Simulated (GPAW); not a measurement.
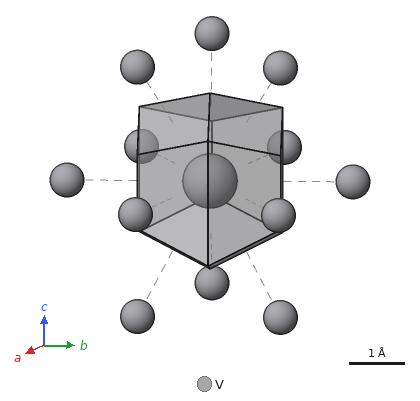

Voronoi–Dirichlet polyhedron, computed geometrically; every face belongs to one neighbour and no atomic radii are used. Central atom: V (2c) in V; faces take the colour of the neighbour behind them. Origin: a cell listed in the Materials Project, as set up for an electronic-structure calculation.

V, space group P6_3/mmc (No. 194), a = 2.604 Å, b = 2.604 Å, c = 4.723 Å, α = 90.00°, β = 90.00°, γ = 120.00°

```tsv
site	Wyckoff	x	y	z
V	2c	0.3333	0.6667	0.2500
```

Question: How many faces does the cell have, and of which kinds?

Answer: 12 faces, index ⟨0,12,0,0⟩: a twelve-faced cell of four-edged faces, as in close packing.

Question: What is the volume of this Voronoi cell?

Answer: 13.9 Å³, equal to the mean volume per atom.
